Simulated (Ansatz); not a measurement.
System: PbS, space group R3m (No. 160).

The given structure:
```
Pb S
1.0
     2.11266    1.21975    3.45192
    -2.11266    1.21975    3.45192
     0.00000   -2.43949    3.45192
Pb S
1 1
Direct
  0.98057 0.98057 0.98057
  0.47504 0.47504 0.47504
```

Computed with Ansatz 0.2.0: plane-wave DFT, no spin polarisation; energies at scaled volumes of the given cell, shape and fractions fixed, counted from the fit's minimum, third-order Birch-Murnaghan fit. Level: PBE0.

k mesh 6×6×6; occupations Fermi–Dirac; smearing width 0.05 eV; potentials Ansatz PAW; wave cutoff 420 eV; density cutoff 1680 eV.

Describe the result: the energy and pressure against volume. The volume takes the values 25.08, 25.62, 26.15, 26.69, 27.22, 27.75, 28.29 Å³/atom.

A third-order Birch–Murnaghan fit gives V0 = 26.61 Å³/atom, B0 = 57.7 GPa and B′ = 4.3. The energy is 17.50 meV/atom at volume 25.08 Å³/atom and 17.08 meV/atom at 28.29 Å³/atom; the lowest computed point is at volume 26.69 Å³/atom (0.04 meV/atom). The pressure falls from 3.87 GPa at volume 25.08 Å³/atom to −3.10 GPa at 28.29 Å³/atom, and changes sign near 26.61 Å³/atom.

```
volume (Å³/atom)  energy (meV/atom)  pressure (GPa)
           25.08              17.50            3.87
           25.62               7.13            2.38
           26.15               1.47            1.04
           26.69               0.04           -0.16
           27.22               2.41           -1.25
           27.75               8.20           -2.22
           28.29              17.08           -3.10
```

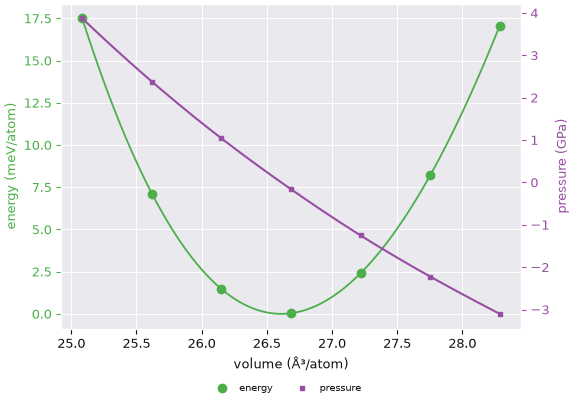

Limits of the calculation: spin-orbit coupling left out, heavy elements; shape and atomic fractions are frozen while scaling, which makes layered, chain and framework solids too stiff.
